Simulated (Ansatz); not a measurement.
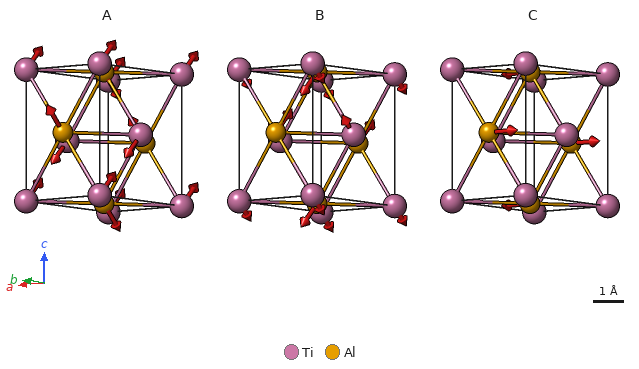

Three modes of solid TiAl at the zone centre of a doubled cell, in no order (one member of each degenerate set). The red arrows are the displacements of the atoms (eigenvector over the root of the mass), of arbitrary overall length and sign. Style: ball-and-stick. Shown: the cell of the calculation, from a free direction.

These are results of Ansatz, DFT r2SCAN, scalar-relativistic, plane waves, PAW, not measurements. Settings: plane-wave cutoff 500 eV; k-point mesh 20 × 14 × 14; occupations gaussian; smearing width 0.15 eV; no spin polarisation.

**Order them from the lowest to the highest frequency (imaginary ones first).**

A (104i cm⁻¹), C (293 cm⁻¹), B (349 cm⁻¹). A, doubly degenerate: Atoms of one kind move against one another, with no net shift of any sublattice; the kinetic energy is shared as Ti 61 %, Al 39 %. C, non-degenerate: The Ti atoms stay at rest; all motion is along a of the drawn cell; atoms of one kind move against one another, with no net shift of their sublattice. B, doubly degenerate: Atoms of one kind move against one another, with no net shift of any sublattice; the kinetic energy is shared as Al 61 %, Ti 39 %. The crystal is metallic in this run.
